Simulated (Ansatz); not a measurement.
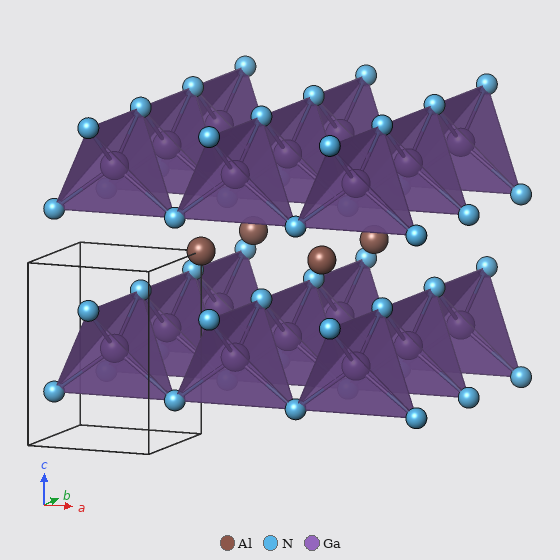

Polyhedra are drawn about Ga (bonds: Ga–N below 2.2 Å); other atoms are plain spheres.

The compound is AlGaN2 (space group P-4m2, No. 115), taken as the input geometry of an electronic-structure calculation (not necessarily at equilibrium); the starting structure was generated, so it need not be a known form of this composition.

> What figure surrounds each Ga atom, and what does it share with the other drawn polyhedra?

Ga: GaN4 tetrahedron, sharing corners with four neighbours.

> What is the connectivity of the polyhedra: isolated, groups, chains, layers or framework?

They form layers of corner-sharing tetrahedra parallel to (001). Their corner atoms also have Al as close neighbours (those links are not drawn).
